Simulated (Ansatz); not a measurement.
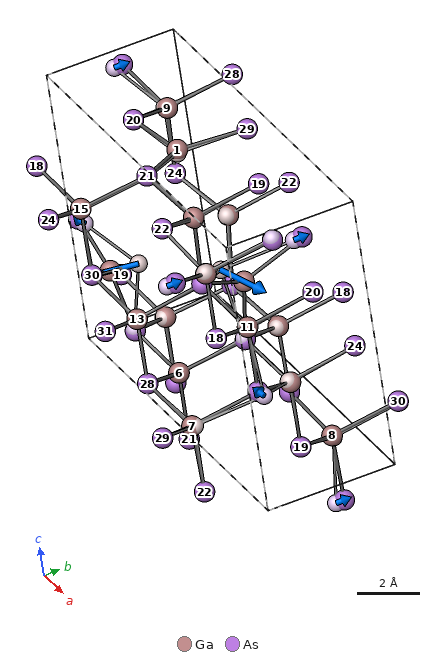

This is a relaxation of a defect cell of composition Ga$_{16}$As$_{15}$ (cell charge +3). The starting structure is drawn faded, the final one solid; blue arrows show the displacements, 2 times their true length.

Style: ball-and-stick. Shown: the cell of the calculation (origin shifted), slightly off an axis.

The calculation used DFT PBEsol, scalar-relativistic, plane waves, PAW in Ansatz 0.2.0. Set-up: plane-wave cutoff 420 eV; k-point mesh 2 × 2 × 2; occupations gaussian; smearing width 0.02 eV; mesh shifted by (0.5, 0.5, 0.5); collinear spin; atoms relaxed in a fixed cell; force threshold 0.03 eV/Å; at most 40 steps.

Describe the change and its energy.

After 8 accepted moves (9 points after the start) the energy has fallen by 1.483 eV per cell of the calculation. Largest force component: 0.13 eV/Å at the start, 0.012 eV/Å at the end. 1 step only repeated the SCF at the same geometry. The largest move is that of a Ga atom, 1.00 Å roughly along [3 1 1]. By element the largest moves are Ga 1.00 Å, As 0.29 Å. The lattice vectors keep their values. Some distances before and after: As–Ga 2.627 → 2.392 Å, As–Ga 2.511 → 2.390 Å, As–Ga 2.474 → 2.411 Å, As–Ga 2.509 → 2.456 Å. Among the angles between lasting bonds that change: Ga–As–Ga 119.8° → 96.9°, As–Ga–As 96.2° → 118.2°, As–Ga–As 96.7° → 118.2°. The program noted that the starting moments weren't kept. The run took 8.9 min on 8 threads of Arm Neoverse V2 (shared host), peak memory 6.4 GiB.

Limits of the set-up: the cell is charged, on a uniform background, and energies carry no finite-size correction.
